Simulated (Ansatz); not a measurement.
Sn₇S₁₆ (charge −3): geometry relaxation (part 1 of 2)

Sn₇S₁₆ (defect cell, 23 atoms in the cell, total charge −3), computed with DFT PBE+D3(BJ), scalar-relativistic, plane waves, PAW, spin-polarised (Ansatz 0.2.0).

The structure derives from a Materials Project entry. It belongs to a series of runs on one base structure; here: Sn vacancy (site b), charge -3, atoms relaxed at the host's cell, started again with a moment of 3 μB. Figures and captions count atoms from 1; the log counts them from 0 in places.

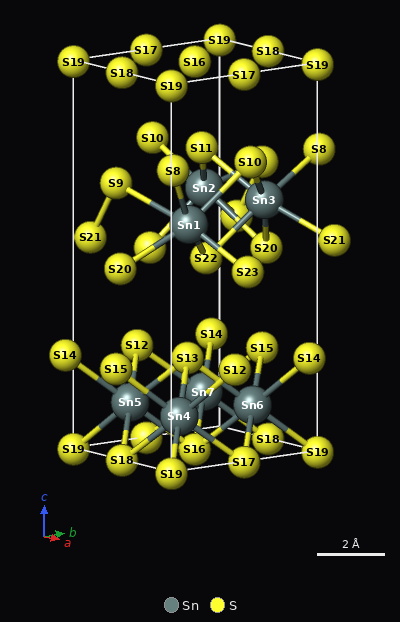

Figure 1. The input geometry (ball-and-stick view of the cell of the calculation, seen slightly off an axis; bonded neighbours outside the cell are drawn too; atoms are numbered from 1 in the order of the input). An atom can appear more than once, as a periodic image.

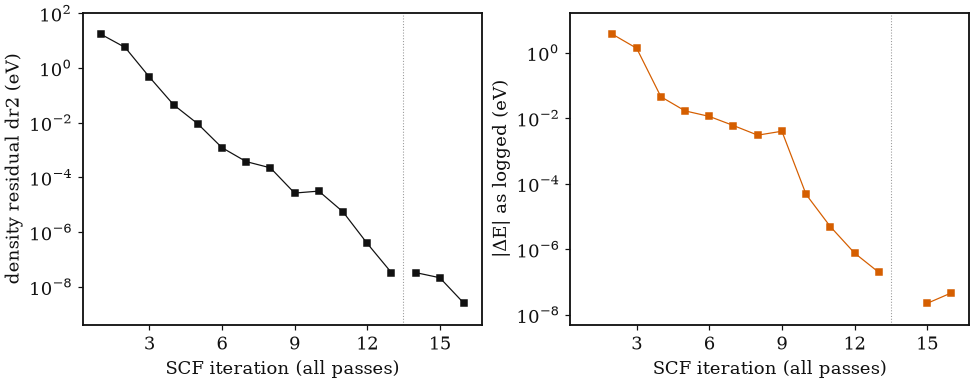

Figure 2. Convergence of the self-consistent field: density residual dr2 and size of the energy change against the SCF iteration. The dotted lines part the SCF passes of the relaxation: geometry steps, rejected trials and re-solves on a re-selected basis. The passes take 13 and 3 iterations.

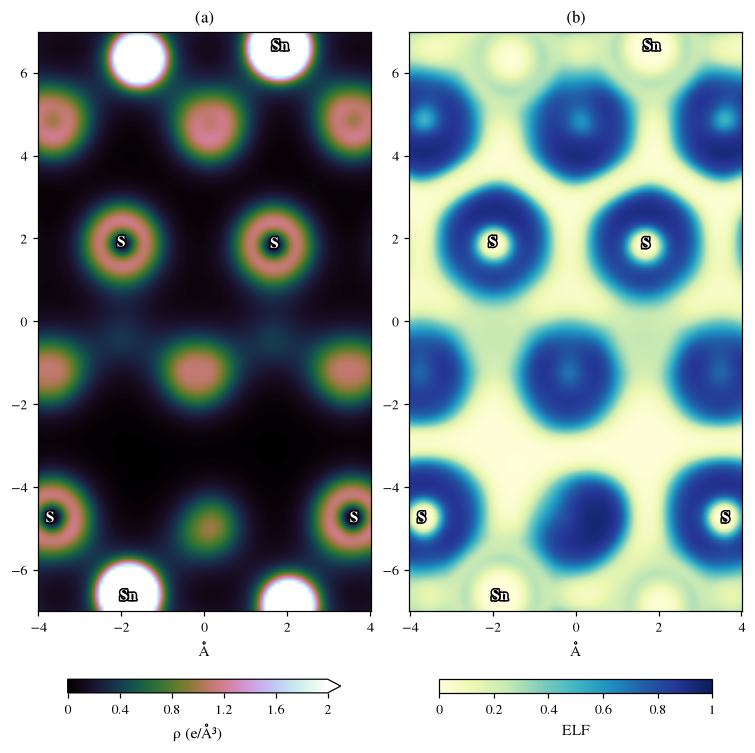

Figure 3. (a) valence electron density; (b) ELF on the (011) plane of the calculation cell. Atoms in the plane: Sn and S. Sn–S (2.66 Å): the density is about 0.38 e/Å³ at the midpoint; the ELF is about 0.50 at the midpoint. Away from the nuclei the density in this plane falls to 0.01 e/Å³ at its lowest. Core electrons are frozen (PAW), so the fields are smoothed inside the atomic spheres.

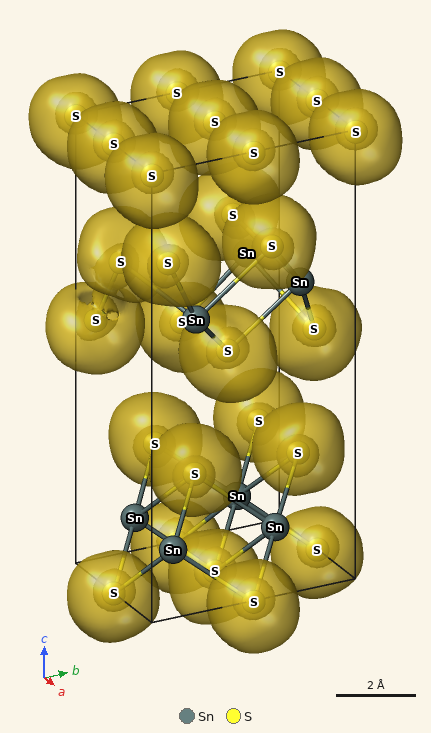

Figure 4. Isosurface of the electron localisation function at 0.7 (yellow), seen slightly off an axis. Core shells and regions of very low density are left out. Sticks mark near contacts. The outline is the calculation cell. Along the contacts the grid gives the following. Sn–S (2.40 Å): the ELF is about 0.55 at the midpoint.

These pictures come from the run below.

The input:
```yaml
crystal:
  lattice:
    - [-3.6685056985, 6.3540382577, 0.0]
    - [-3.6685056986, -6.3540382577, 0.0]
    - [0.0, 0.0, 11.6526799943]
  atoms:
    - { symbol: Sn, position: [0.6752439691, 0.3388669973, 0.5989867525] }
    - { symbol: Sn, position: [0.1865152352, 0.7713210742, 0.6392398146] }
    - { symbol: Sn, position: [0.6907487275, 0.844838174, 0.6360129832] }
    - { symbol: Sn, position: [0.8305305166, 0.1684905533, 0.1234378896] }
    - { symbol: Sn, position: [0.3306762215, 0.1671623519, 0.1283166763] }
    - { symbol: Sn, position: [0.8327001749, 0.6690158908, 0.125401182] }
    - { symbol: Sn, position: [0.3306559782, 0.6689644877, 0.128013699] }
    - { symbol: S, position: [0.7689352533, 0.167596456, 0.7534739946], spin: 0.5 }
    - { symbol: S, position: [0.2440312238, 0.1296243939, 0.6899337626], spin: 0.5 }
    - { symbol: S, position: [0.8393476434, 0.6499502175, 0.7531573967] }
    - { symbol: S, position: [0.3589915331, 0.6391751896, 0.7610676409], spin: 0.5 }
    - { symbol: S, position: [0.1608606064, 0.3291752116, 0.2555173226] }
    - { symbol: S, position: [0.6670621224, 0.3352447217, 0.254501324] }
    - { symbol: S, position: [0.1601361706, 0.8387243077, 0.256685773] }
    - { symbol: S, position: [0.6740342159, 0.8409882411, 0.2533841818] }
    - { symbol: S, position: [0.4987654549, 0.497137895, 0.9990272389] }
    - { symbol: S, position: [-0.002956095, 0.5013618687, 0.9970141273] }
    - { symbol: S, position: [0.4933092138, 1.0028387137, 0.9975084024] }
    - { symbol: S, position: [-0.0009241856, 1.0026140882, 0.9951672486] }
    - { symbol: S, position: [0.5042026728, -0.0162028651, 0.4933027283] }
    - { symbol: S, position: [0.0635362348, 0.0749531203, 0.5419544637], spin: 0.5 }
    - { symbol: S, position: [0.5456578017, 0.5434046695, 0.4928037284], spin: 0.5 }
    - { symbol: S, position: [0.0120020173, 0.5164001817, 0.4878086832], spin: 0.5 }
  host:
    lattice:
      - [3.6685056985, 0.0, 0.0]
      - [-1.8342528492, 3.1770191289, 0.0]
      - [0.0, 0.0, 11.6526799943]
    atoms:
      - { symbol: Sn, position: [0.3333333333, 0.6666666667, 0.6250803662] }
      - { symbol: Sn, position: [0.6666666667, 0.3333333333, 0.1250803662] }
      - { symbol: S, position: [0.6666666667, 0.3333333333, 0.7518804125] }
      - { symbol: S, position: [0.3333333333, 0.6666666667, 0.2518804125] }
      - { symbol: S, position: [0.0, 0.0, -0.0019587787] }
      - { symbol: S, position: [0.0, 0.0, 0.4980412213] }
total_charge: -3
basis:
  ecutwfc: 420
  xc_grid: 2
kpoints:
  mp_grid: { grid: [2, 2, 2], shift: [0.0, 0.0, 0.0] }
hamiltonian:
  xc: pbe
  dispersion: d3bj
scf:
  occupations: { method: gaussian, width: 0.01 }
output:
  forces: true
  stress: false
  eigenvalues: true
  populations: true
  charged_corrections:
    defect_position: [0.16666667, 0.33333333, 0.62508037]
    epsilon: [[18.9408, 0.0, 0.0], [0.0, 18.9408, 0.0], [0.0, 0.0, 7.1365]]
  write_density: true
  write_potential: true
  elf: true
  volumetric_format: npy
magnetization:
  spin_polarized: true
relax:
  adjacent_minimum: "off"
  f_tol: 0.025
  max_steps: 45
```

Launched with:
```bash
ansatz run input.yaml --threads 4 --pin off --max-ram 10240MiB --backend cpu --events-out ev --progress --plain --runs-dir out
```

The program's output:
```
Engine: ansatz 0.2.0, aarch64-unknown-linux-gnu
Pseudopotentials: kind: paw
Pseudopotential: Sn, paw, valence charge 14, recommended cutoff 420 eV (normal), Sn.paw.azcp
Pseudopotential: S, paw, valence charge 6, recommended cutoff 420 eV (normal), S.paw.azcp
Functional definition: PBE
  parameter kappa = 0.804
  parameter beta = 0.06672455060314922
  exchange = pbe_x(kappa = kappa, mu = beta*pi^2/3)
  correlation = pbe_c(beta = beta)
Crystal: 23 atoms, lattice volume = 543.244 Å³
Basis set: ecut = 420 eV, 10611 PW (Γ), exchange–correlation on 100×100×160 points (8 copies of the dense FFT grid, shifted against one another)
Bands: 123, of which v1, the nominal top of the filled ones, is band 99 counted from 1 (98 counted from 0)
Symmetry: 1 space group operations
Space group: P1 (ITA 1), of the structure as read, at distance tolerance 8.2e-5 Å
Magnetic group: BNS 1.1 (UNI 1), of the structure as read, at distance tolerance 8.2e-5 Å
k-points: 8
Non-local potential: Sn, projectors of the file, l = 0: 2, l = 1: 2, l = 2: 2, l = 3: 2
Non-local potential: S, projectors of the file, l = 0: 2, l = 1: 2, l = 2: 2
PAW form: soft (Blöchl's): semilocal exchange-correlation on the pseudo side does not see the compensation charge
PAW one-centre angular grid: Sn, 590 points (default); XC on 64 Gauss nodes
PAW one-centre angular grid: S, 110 points (default); XC on 64 Gauss nodes
Starting moments: Σ|m| = 3 μB on 6 of 23 sites
Initial wavefunctions: pseudopotential atomic-orbital guess
Functional: x = pbe(κ = 0.804, μ = 0.2195149727645171), c = pbe(β = 0.06672455060314922)
SCF iter   1: F=—  HF=-56598.942343 eV  |F-HF|=—  |Δ(HF+E_count)|=         —  Δρ=2.28e-2 (↑1.91e-2 ↓2.28e-2)  dr2=1.72e1  dr2_m=2.53e-1  M=0.000 μB ∫|m|=0.526 μB  β_m=0.30  ethr=3.10e-3  ⟨swp⟩=7.0  Hψ=8063  notcnv=0  defer=96
preconditioner: auto → Resta (q_TF=auto, 2.304 Å⁻¹)  ε∞=3.4  [insulator: Δε(μ)=0.066 eV  Ē_g=14.338 eV  σ=0.010 eV  W_gap=1.00  n_scr=110 (ndim 8)  ℏωp=22.4 eV  f_vac=0.014  D(μ)=0.00/eV (n_scr^D=0)  ε∞_Penn≈3.4]
spin=Collinear: Resta preconditioning applied to the charge; magnetization (m = ρ↑ − ρ↓) channel mixes plain (no charge-response kernel on spin).
SCF iter   2: F=—  HF=-56595.267833 eV  |F-HF|=—  |Δ(HF+E_count)|=    3.67e0  Δρ=1.46e-2 (↑1.27e-2 ↓1.46e-2)  dr2=5.66e0  dr2_m=1.32e-1  M=0.000 μB ∫|m|=0.413 μB  β_m=0.30  ethr=3.10e-3  ⟨swp⟩=3.3  Hψ=3975  notcnv=0  defer=274
SCF iter   3: F=—  HF=-56593.893812 eV  |F-HF|=—  |Δ(HF+E_count)|=    1.37e0  Δρ=6.86e-3 (↑6.86e-3 ↓6.17e-3)  dr2=4.71e-1  dr2_m=6.80e-2  M=0.000 μB ∫|m|=0.348 μB  β_m=0.30  ethr=2.87e-3  ⟨swp⟩=3.0  Hψ=3338  notcnv=0  defer=274
SCF iter   4: F=—  HF=-56593.848270 eV  |F-HF|=—  |Δ(HF+E_count)|=   4.55e-2  Δρ=3.04e-3 (↑2.92e-3 ↓3.04e-3)  dr2=4.55e-2  dr2_m=3.62e-2  M=0.000 μB ∫|m|=0.271 μB  β_m=0.30  ethr=2.39e-4  ⟨swp⟩=3.2  Hψ=3890  notcnv=0  defer=268
SCF iter   5: F=—  HF=-56593.865030 eV  |F-HF|=—  |Δ(HF+E_count)|=   1.68e-2  Δρ=2.21e-3 (↑2.21e-3 ↓1.98e-3)  dr2=9.16e-3  dr2_m=1.96e-2  M=0.000 μB ∫|m|=0.213 μB  β_m=0.30  ethr=2.31e-5  ⟨swp⟩=2.9  Hψ=2549  notcnv=0  defer=268
SCF iter   6: F=—  HF=-56593.876385 eV  |F-HF|=—  |Δ(HF+E_count)|=   1.14e-2  Δρ=1.49e-3 (↑1.49e-3 ↓1.48e-3)  dr2=1.23e-3  dr2_m=1.08e-2  M=0.000 μB ∫|m|=0.166 μB  β_m=0.30  ethr=4.65e-6  ⟨swp⟩=2.5  Hψ=2766  notcnv=0  defer=268
SCF iter   7: F=—  HF=-56593.882373 eV  |F-HF|=—  |Δ(HF+E_count)|=   5.99e-3  Δρ=1.10e-3 (↑1.10e-3 ↓1.10e-3)  dr2=3.80e-4  dr2_m=5.96e-3  M=0.000 μB ∫|m|=0.131 μB  β_m=0.30  ethr=6.26e-7  ⟨swp⟩=2.0  Hψ=2730  notcnv=0  defer=268
Mixer restart at iter 7: flushing history
spin-set hold released at iteration 7 (site moments contracting): the magnetisation degrees of freedom join the quasi-Newton model from the next iteration; the mixer history was flushed
SCF iter   8: F=—  HF=-56593.885420 eV  |F-HF|=—  |Δ(HF+E_count)|=   3.05e-3  Δρ=8.25e-4 (↑8.21e-4 ↓8.25e-4)  dr2=2.25e-4  dr2_m=3.33e-3  M=0.000 μB ∫|m|=0.102 μB  β_m=0.65  ethr=1.93e-7  ⟨swp⟩=2.0  Hψ=2628  notcnv=0  defer=268
SCF iter   9: F=—  HF=-56593.889442 eV  |F-HF|=—  |Δ(HF+E_count)|=   4.02e-3  Δρ=6.97e-5 (↑6.97e-5 ↓5.64e-5)  dr2=2.69e-5  dr2_m=1.79e-5  M=0.000 μB ∫|m|=0.013 μB  β_m=0.77  ethr=1.14e-7  ⟨swp⟩=3.2  Hψ=3943  notcnv=0  defer=268
SCF iter  10: F=—  HF=-56593.889489 eV  |F-HF|=—  |Δ(HF+E_count)|=   4.73e-5  Δρ=3.08e-5 (↑2.45e-5 ↓3.08e-5)  dr2=3.17e-5  dr2_m=2.55e-6  M=0.000 μB ∫|m|=0.005 μB  β_m=0.76  ethr=7.93e-9  ⟨swp⟩=20.1  Hψ=21310  notcnv=0
SCF iter  11: F=—  HF=-56593.889494 eV  |F-HF|=—  |Δ(HF+E_count)|=   4.94e-6  Δρ=1.10e-5 (↑9.58e-6 ↓1.10e-5)  dr2=5.53e-6  dr2_m=2.96e-7  M=0.000 μB ∫|m|=0.002 μB  β_m=0.73  ethr=7.93e-9  ⟨swp⟩=10.2  Hψ=14840  notcnv=0
SCF iter  12: F=—  HF=-56593.889495 eV  |F-HF|=—  |Δ(HF+E_count)|=   7.70e-7  Δρ=4.27e-6 (↑4.27e-6 ↓3.19e-6)  dr2=3.89e-7  dr2_m=3.16e-8  M=0.000 μB ∫|m|=0.001 μB  β_m=0.71  ethr=2.81e-9  ⟨swp⟩=10.1  Hψ=13729  notcnv=0
SCF iter  13: F=-56593.889495 eV  HF=-56593.889495 eV  |F-HF|=5.62e-8  |Δ(HF+E_count)|=   1.99e-7  Δρ=1.31e-6 (↑1.24e-6 ↓1.31e-6)  dr2=3.33e-8  dr2_m=4.82e-9  M=0.000 μB ∫|m|=0.000 μB  ethr=1.97e-10  ⟨swp⟩=8.5  Hψ=11619  notcnv=0
WARN: the starting moments were not kept: the SCF closed with an absolute magnetisation of 1.9e-4 μB, where they sum to 3 μB in size (6 sites). That is at most 0.1 of that sum. Measured as dr2_m measures the in/out step, that magnetisation stands 8.7e-10 eV from none, at or under the dr2_threshold of 1.6e-5 eV: it is no larger than a step whose dr2_m would equal this threshold. The system may hold no moment; this SCF shows only that its start led to no more than that. To try another start: raise the starting moments (crystal.atoms[].spin, magnetization.per_species, magnetization.initial_magnetization, or on a non-collinear deck that types none of these the spinor_matrix: blocks that start its atoms; where the total moment is fixed, keep their sum and leave initial_magnetization as it is; typed ones take the place of any that the run laid by itself, positive ones on a crystal's lanthanoids without a Hubbard term where scf.initial_density.shell_occupations: [] is typed) or, if the notice of its spin-set hold's release reads "site moments contracting" or "site moments show no strong build", lengthen the hold (scf.mixing.spin_hold: { on: { confirm: 4 } }; for m-r²SCAN on two components see the key's manual first). Each may lead to a state that holds a moment. A second SCF, from the converged charge density, with the starting moments and any scf.initial_density.shell_occupations laid on it anew, would have followed, and was not run: the deck does not ask for one (magnetization.retry_lost_moments is false, the default). To let it run, set magnetization.retry_lost_moments: true and run the deck again, where that key's refused combinations let it; where memory then withholds it, that run's warning says so.
SCF 1 converged in 13 iterations: F = -56593.889495 eV  dr2 = 3.33e-8
  greatest PAW one-centre occupation: 0.993 electrons in one spin orbital (limit 2), on the Sn atom at site 4 (counted from 0), in its partial waves of l = 2
relax step   1: F+E_penalty+E_count = -56593.88949525 eV  Δ(F+E_penalty+E_count) = +0.000e0 eV  max|allowed force component| = 1.465e-2 eV/Å  Δτ_max = 0.0000 Å  (13 SCF iters, dr2 threshold 1.56e-5 eV, accepted)
Initial density: handed on by an earlier stage of this run
Starting moments: Σ|m| = 3 μB on 6 of 23 sites; this step starts from the density that it was given
Initial wavefunctions: those handed on with the density
iter 1 solved again at ethr=1.69e-11 eV; its pass at ethr=3.10e-3 eV (dr2=3.33e-8 eV) is discarded
SCF iter   1: F=—  HF=-56593.889495 eV  |F-HF|=—  |Δ(HF+E_count)|=         —  Δρ=1.31e-6 (↑1.24e-6 ↓1.31e-6)  dr2=3.33e-8  dr2_m=4.82e-9  M=0.000 μB ∫|m|=0.000 μB  β_m=0.30  ethr=1.69e-11  ⟨swp⟩=1.0  Hψ=4672  notcnv=0
preconditioner: auto → Resta (q_TF=auto, 2.304 Å⁻¹)  ε∞=3.2  [insulator: Δε(μ)=0.135 eV  Ē_g=15.052 eV  σ=0.010 eV  W_gap=1.00  n_scr=110 (ndim 8)  ℏωp=22.4 eV  f_vac=0.026  D(μ)=0.00/eV (n_scr^D=0)  ε∞_Penn≈3.2]
spin=Collinear: Resta preconditioning applied to the charge; magnetization (m = ρ↑ − ρ↓) channel mixes plain (no charge-response kernel on spin).
iter 2 did not close the SCF: its close was put off for a magnetic moment that had not settled (scf_convergence_deferred on its scf_iter line)
SCF iter   2: F=-56593.889495 eV  HF=-56593.889495 eV  |F-HF|=3.96e-8  |Δ(HF+E_count)|=   2.24e-8  Δρ=1.03e-6 (↑9.92e-7 ↓1.03e-6)  dr2=2.16e-8  dr2_m=2.94e-9  M=0.000 μB ∫|m|=0.000 μB  β_m=0.65  ethr=1.69e-11  ⟨swp⟩=7.0  Hψ=9665  notcnv=0
SCF iter   3: F=-56593.889495 eV  HF=-56593.889495 eV  |F-HF|=5.46e-10  |Δ(HF+E_count)|=   4.67e-8  Δρ=2.45e-7 (↑2.03e-7 ↓2.45e-7)  dr2=2.50e-9  dr2_m=3.42e-11  M=0.000 μB ∫|m|=0.000 μB  ethr=1.10e-11  ⟨swp⟩=6.1  Hψ=10715  notcnv=0
the starting moments were not kept: the SCF closed with an absolute magnetisation of 1.5e-5 μB, where they sum to 3 μB in size (6 sites). That is at most 0.1 of that sum. Measured as dr2_m measures the in/out step, that magnetisation stands 7.3e-12 eV from none, at or under the dr2_threshold of 1.0e-7 eV: it is no larger than a step whose dr2_m would equal this threshold.
SCF 2 converged in 3 iterations: F = -56593.889495 eV  dr2 = 2.50e-9
relax step   2: F+E_penalty+E_count = -56593.88949527 eV  Δ(F+E_penalty+E_count) = -1.341e-8 eV  max|allowed force component| = 1.465e-2 eV/Å  Δτ_max = 0.0000 Å  (3 SCF iters, accepted)
SCF converged after 3 iterations
Magnetization: 0.0000 μB (98.5000 up, 98.5000 down)
Absolute magnetization: 0.0000 μB (∫|ρ↑−ρ↓|, with the PAW one-centre terms)
Spin contamination: 0.0000 ħ² per cell (⟨S²⟩ above its minimum at these occupations)
Per-site moments (μB) at R_I (Å): [(1.0957978455556784e-7, 1.0199546344955654), (5.717289567974653e-9, 0.9920334763265248), (2.0805297097972483e-7, 1.0477713991657234), (3.237813913431417e-8, 1.061825563503138), (4.098049801537633e-8, 1.0593209405520747), (1.6957612026350048e-8, 1.0629561496289328), (1.6162020310235752e-8, 1.076789015823581), (4.1390631175639157e-7, 1.023475266241001), (6.872266333287655e-7, 0.8610141079658655), (-1.2524945114155806e-6, 1.0641875801349432), (-6.760555441273881e-7, 0.9920334763265248), (-1.1665234720925098e-8, 1.0632090751317997), (6.263652297087254e-9, 1.0701622377864404), (1.7506371393262767e-8, 1.0593209405520747), (3.0972201726401574e-9, 1.061825563503138), (-8.908866238937335e-9, 1.0650428608736535), (4.417831615294964e-9, 1.063242082046061), (-3.6178322263167003e-9, 1.0628911954781959), (-7.867123907483933e-10, 1.0716696059262742), (-1.220936005698849e-6, 1.0604522728268089), (-3.121073525468437e-7, 0.8610141079658655), (4.5265221864984714e-7, 1.0199546344955654), (-6.867339207106559e-8, 0.9982667633752029)]
Free energy (F): -56593.889495 eV
Harris-Foulkes:  -56593.889495 eV  (|F-HF|=5.46e-10)
Internal energy: -56593.889495 eV  (E = F + TS)
E sigma→0 (E₀):  -56593.889495 eV
Fermi energy:    6.945299 eV
--- Per-component energies (eV) ---
  E_band       = -934.491901
  E_kinetic    = 3055.729794
  E_local      = -11970.492034  (includes V_loc(G=0)·N_el)
  E_nonlocal   = 248.130490
  E_hartree    = 6223.568247
  E_xc         = -4248.443853
  E_vxc        = -2095.523677  (∫ρ·V_xc dr)
  E_paw        = -38594.822056  (= ΣΔE_a)
  E_vpaw       = -2619.473231  (= ΣTr[D̂ρ^β])
  E_aug_tail   = 0.000023  (compensation charges beyond the density's cutoff)
  E_ewald      = -11300.495535
  E_disp       = -7.064573  (pairwise vdW)
  E_smearing   = -0.000000  (= −TS)
  E_closure    = 0.000000  (closes the sum)
  E_deformation_potential = -37.489042  (in the stress; not in F)
  Σ components = -56593.889495   (vs F -56593.889495, Δ=0.00e0)
```
